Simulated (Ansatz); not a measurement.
**Single-point calculation of Ti8O (part 1 of 4)**

The run: single-point calculation of Ti8O (slab, 18 atoms in the cell). Method and program: DFT PBE, scalar-relativistic, plane waves, PAW, spin-polarised (Ansatz 0.2.0).

The structure derives from an entry of the Crystallography Open Database. Figures and captions count atoms from 1; the log counts them from 0 in places.

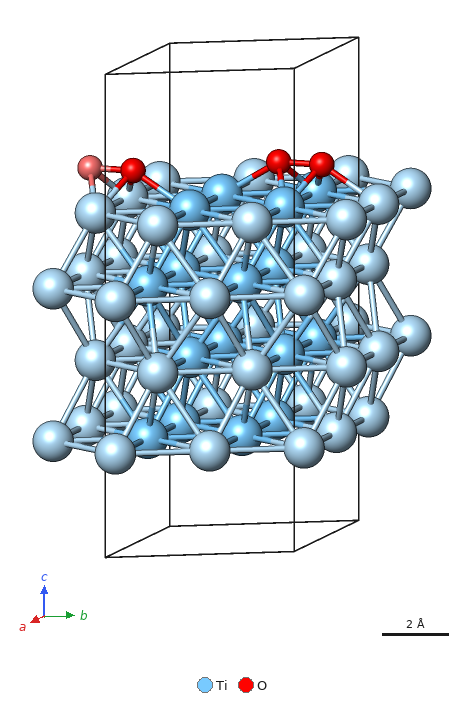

**Figure 1.** The input geometry (ball-and-stick view of the cell of the calculation, with the vacuum cut short, seen slightly off an axis; neighbours outside the cell are drawn fainter).

Input file:
```yaml
crystal:
  lattice:
    - [5.8769161224, 0.0, 0.0]
    - [-2.9384580612, 5.0895586579, 0.0]
    - [0.0, 0.0, 24.9046136988]
  atoms:
    - { symbol: Ti, position: [0.3333333333, 0.1666666667, 0.1606128105] }
    - { symbol: Ti, position: [0.3333333333, 0.6666666667, 0.1606128105] }
    - { symbol: Ti, position: [0.8333333333, 0.1666666667, 0.1606128105] }
    - { symbol: Ti, position: [0.8333333333, 0.6666666667, 0.1606128105] }
    - { symbol: Ti, position: [0.1666666667, 0.3333333333, 0.2539817354] }
    - { symbol: Ti, position: [0.1666666667, 0.8333333333, 0.2539817354] }
    - { symbol: Ti, position: [0.6666666667, 0.3333333333, 0.2539817354] }
    - { symbol: Ti, position: [0.6666666667, 0.8333333333, 0.2539817354] }
    - { symbol: Ti, position: [0.3333333333, 0.1666666667, 0.3510181726] }
    - { symbol: Ti, position: [0.3333333333, 0.6666666667, 0.3510181726] }
    - { symbol: Ti, position: [0.8333333333, 0.1666666667, 0.3510181726] }
    - { symbol: Ti, position: [0.8333333333, 0.6666666667, 0.3510181726] }
    - { symbol: Ti, position: [0.1666666667, 0.3333333333, 0.4378551633] }
    - { symbol: Ti, position: [0.1666666667, 0.8333333333, 0.4378551633] }
    - { symbol: Ti, position: [0.6666666667, 0.3333333333, 0.4378551633] }
    - { symbol: Ti, position: [0.6666666667, 0.8333333333, 0.4378551633] }
    - { symbol: O, position: [0.3479475451, 0.6958950903, 0.4828267503], spin: 1.0 }
    - { symbol: O, position: [0.4853857882, 0.9707715764, 0.4828267503], spin: 1.0 }
basis:
  ecutwfc: 420
kpoints:
  mp_grid: { grid: [6, 6, 1] }
hamiltonian:
  xc: pbe
scf:
  occupations: { method: gaussian, width: 0.1 }
output:
  forces: true
  eigenvalues: true
  populations: true
  write_density: true
  write_potential: true
  elf: true
  volumetric_format: npy
magnetization:
  spin_polarized: true
efield:
  axis: 3
  dipole_correction: true
  ramp_width: 0.04
```

Command:
```bash
ansatz run input.yaml --threads 8 --pin off --max-ram 22528MiB --backend cpu --events-out ev --progress --plain --runs-dir out
```

Log:
```
Engine: ansatz 0.2.0, aarch64-unknown-linux-gnu
Pseudopotentials: kind: paw
Pseudopotential: Ti, paw, valence charge 12, recommended cutoff 420 eV (normal), Ti.paw.azcp
Pseudopotential: O, paw, valence charge 6, recommended cutoff 420 eV (normal), O.paw.azcp
Functional definition: PBE
  parameter kappa = 0.804
  parameter beta = 0.06672455060314922
  exchange = pbe_x(kappa = kappa, mu = beta*pi^2/3)
  correlation = pbe_c(beta = beta)
Crystal: 18 atoms, lattice volume = 744.920 Å³
Basis set: ecut = 420 eV, 14519 PW (Γ), exchange–correlation on 80×80×360 points (8 copies of the dense FFT grid, shifted against one another)
Bands: 124, of which v1, the nominal top of the filled ones, is band 102 counted from 1 (101 counted from 0)
Symmetry: 2 space group operations
k-points: 13 of 36 (time reversal used)
Non-local potential: Ti, projectors of the file, l = 0: 3, l = 1: 2, l = 2: 3, l = 3: 1
Non-local potential: O, projectors of the file, l = 0: 2, l = 1: 2, l = 2: 1
PAW form: soft (Blöchl's): semilocal exchange-correlation on the pseudo side does not see the compensation charge
PAW one-centre angular grid: Ti, 590 points (default); XC on 64 Gauss nodes
PAW one-centre angular grid: O, 110 points (default); XC on 64 Gauss nodes
Initial density: superposition of atomic densities (neutral atoms: chi_scale 0, normalization atom)
Starting moments: Σ|m| = 2 μB on 2 of 18 sites
Initial wavefunctions: pseudopotential atomic-orbital guess
Functional: x = pbe(κ = 0.804, μ = 0.2195149727645171), c = pbe(β = 0.06672455060314922)
```
